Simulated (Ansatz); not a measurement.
# Cu (Fm-3m): test of the smearing width in Python

How much does the smearing width move the energy of Cu (Fm-3m)? Aim: a test of the smearing width, for Cu (Fm-3m), run from a script.

All numbers are computed with Ansatz 0.2.0, driven from Python. Level of theory: DFT PBE, plane waves, PAW.

## (1) Starting point

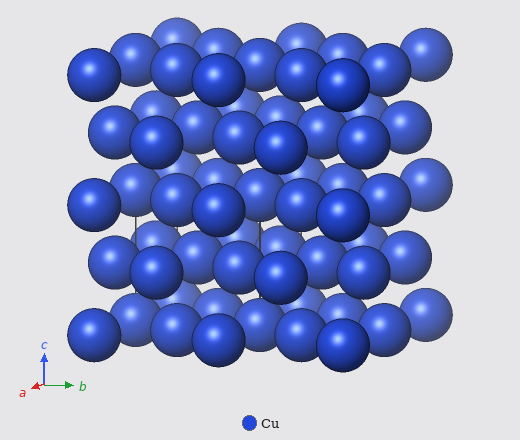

The starting structure, viewed slightly off an axis; copper blue. 2×2×2 cells are drawn. The cell is the conventional one. Atoms on cell faces are repeated.

The script holds or builds the structure itself.

## (2) Script

The input, smear_cu.py:

```python
"""How the energy of Cu depends on the smearing."""

import ansatz as az
import matplotlib.pyplot as plt


def main() -> None:
    cell = (
        az.Lattice.fcc(3.615)
        .space_group(225)
        .atom("Cu", (0.0, 0.0, 0.0))
        .primitive()
    )

    calc = (
        cell.calculation()
        .functional("pbe")
        .kpoints(mesh=(11, 11, 11))
    )

    rows = []
    for value in [0.5, 0.3, 0.2, 0.1]:
        summary = calc.occupations("gaussian", width=value).run(threads=1, backend="cpu").report
        rows.append((value, summary["free_energy_ev"] / len(summary["lattice"]["sites"]), summary["n_iterations"], summary["n_kpoints"]))

    print("  width (eV)   F/atom (eV)    iterations      k-points")
    for row in rows:
        print(f"{str(row[0]):>12s}  {row[1]:12.5f}  {row[2]:12d}  {row[3]:12d}")

    # the last row is the reference
    for row in rows[:-1]:
        shift = 1000 * (row[1] - rows[-1][1])
        print(f"{row[0]}: {shift:+.2f} meV/atom" + ("  (within 1 meV)" if abs(shift) < 1 else ""))
    plt.figure(figsize=(4.5, 3))
    plt.plot([str(row[0]) for row in rows], [1000 * (row[1] - rows[-1][1]) for row in rows], "o-")
    plt.xlabel("width (eV)")
    plt.ylabel("F - F(last) (meV/atom)")
    plt.tight_layout()
    plt.savefig("smear.png", dpi=100)


if __name__ == "__main__":
    main()
```

## (3) The input behind the calls

The package turns the script's settings into the engine's input (first run):

```yaml
crystal:
  lattice:
    bravais: fcc
    a: 3.615
  space_group: 225
  atoms:
    - { symbol: Cu, position: [0.0, 0.0, 0.0] }
  reduce_to_primitive: true
kpoints:
  mp_grid:
    grid: [11, 11, 11]
hamiltonian:
  xc: pbe
scf:
  occupations:
    method: gaussian
    width: 0.5
```

## (4) Launch

The run is started by

```console
$ python smear_cu.py
```

Standard output:

```text
DeckWarning: basis.ecutwfc = 420 eV, auto-derived from the records' recommended cutoffs: set by Cu (normal level)
  width (eV)   F/atom (eV)    iterations      k-points
         0.5   -6625.19391             6            56
         0.3   -6625.18360             6            56
         0.2   -6625.18079             6            56
         0.1   -6625.17933             6            56
0.5: -14.58 meV/atom
0.3: -4.27 meV/atom
0.2: -1.46 meV/atom
```

(Warnings from the package without file and line.)

Wall time 4.4 s (1 thread of Arm Neoverse V1, shared host); peak memory 0.35 GiB.

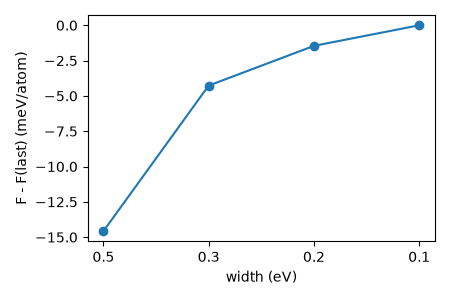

smear.png, as the script drew it.

## (5) Inputs of later runs

The engine's inputs for the other runs:

Run 2, against run 1:

```diff
@@ -17 +17 @@
-    width: 0.5
+    width: 0.3
```

Run 3, against run 1:

```diff
@@ -17 +17 @@
-    width: 0.5
+    width: 0.2
```

Run 4, against run 1:

```diff
@@ -17 +17 @@
-    width: 0.5
+    width: 0.1
```

Lines on the test bed's own set-up are left out of the output.

## (6) Run by run

The 4 runs, in the order started:

```
run  width (eV)  energy from run 4 (meV/atom)  the same at zero width (meV/atom)  SCF cycles  CPU time (s)
  1         0.5                        -14.58                               2.10           6          0.74
  2         0.3                         -4.27                               0.73           6          0.63
  3         0.2                         -1.46                               0.32           6          0.65
  4         0.1                          0.00                               0.00           6          0.65
```

Energies are free energies F = E - TS of the smeared occupations. 

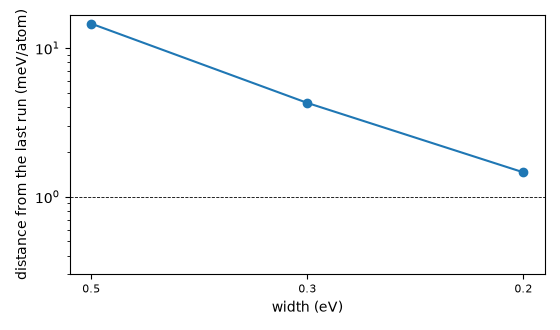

How far each run lies from the last one; the dashed line marks 1 meV/atom.

## (7) What came out

```
                              quantity           value
                         runs compared               4
       last run but one, from the last  -1.46 meV/atom
within 5 meV/atom of the last run from             0.3
```

What this shows: Going from 0.1 to 0.5 eV changes F by -14.6 meV an atom. With this scheme F falls roughly as the square of the width; the report's estimate for zero width (energy_sigma0_ev) moves by only +2.1 meV. No spin polarisation was allowed. The mesh is modest for a metal, so energies can be off by several to tens of meV an atom and pressures by half a GPa or more; differences at equal mesh fare better. The free energy holds a sizeable smearing term, which stands for no physical temperature. The narrowest width needs the finest mesh, so the last row is no converged reference.
